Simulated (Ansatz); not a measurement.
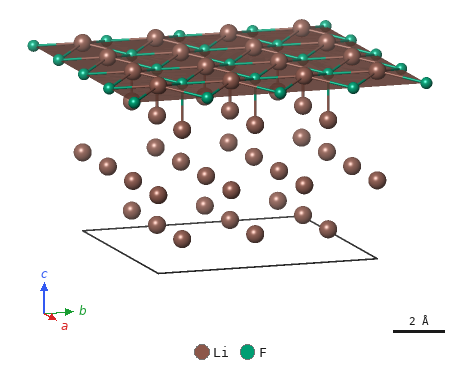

Starting structure of a slab of composition Li$_{4}$F (cut from the Fm-3m phase). A polyhedral model of the 3 × 3 repeat of the cell, outlined in the plane, without the vacuum, seen slightly off an axis.

Case: F put over a Li atom of a lower plane. The slab is the (1 0 0) face of Li with F on it. 2 atoms are held fixed.

All numbers below come from DFT PBEsol, scalar-relativistic, plane waves, PAW (Ansatz).

The input:
```yaml
crystal:
  lattice:
    - [3.0534023709, 0.0, 0.0]
    - [0.0, 3.0534023709, 0.0]
    - [0.0, 0.0, 25.4772445665]
  atoms:
    - { symbol: Li, position: [0.5, 0.5, 0.3336310557] }
    - { symbol: Li, position: [0.0, 0.0, 0.4183765436] }
    - { symbol: Li, position: [0.5, 0.5, 0.5064912706] }
    - { symbol: Li, position: [0.0, 0.0, 0.5914669341] }
    - { symbol: F, position: [0.5, 0.5, 0.5796917204] }
basis:
  ecutwfc: 420
kpoints:
  mp_grid: { grid: [9, 9, 1] }
hamiltonian:
  xc: pbesol
scf:
  occupations: { method: gaussian, width: 0.1 }
output:
  forces: true
  eigenvalues: true
relax:
  adjacent_minimum: "off"
  f_tol: 0.03
  max_steps: 70
  constraints: [{ sites: [0, 1] }]
efield:
  axis: 3
  dipole_correction: true
```

**Where does the constrained relaxation end?**

The largest move is that of Li4, 0.46 Å along the normal (−c). Largest moves by element: Li 0.46 Å, F 0.10 Å. The lattice vectors keep their values. Among the contacts that change: Li3–F5 1.865 → 1.938 Å, Li4–F5 2.180 → 2.160 Å. Bond angles that change, for instance: F5–Li4–F5 164.2° → 177.0°, Li4–F5–Li4 164.2° → 177.0°, Li3–F5–Li4 97.9° → 88.5°. The energy falls by 92.1 meV per cell of the calculation in 5 accepted moves (6 points after the start). Largest force component: 0.4 eV/Å at the start, 0.0079 eV/Å at the end. 1 step only repeated the SCF at the same geometry. The run took of the order of 40 core-seconds on a shared host.

After the run, drawn alike:

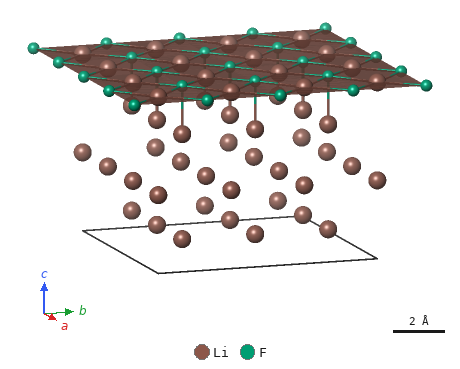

Limits of the set-up: the cell has an odd number of electrons but was run without spin polarisation; the periodic images lie only 3.1 Å apart, so the values are limited by the cell's size.
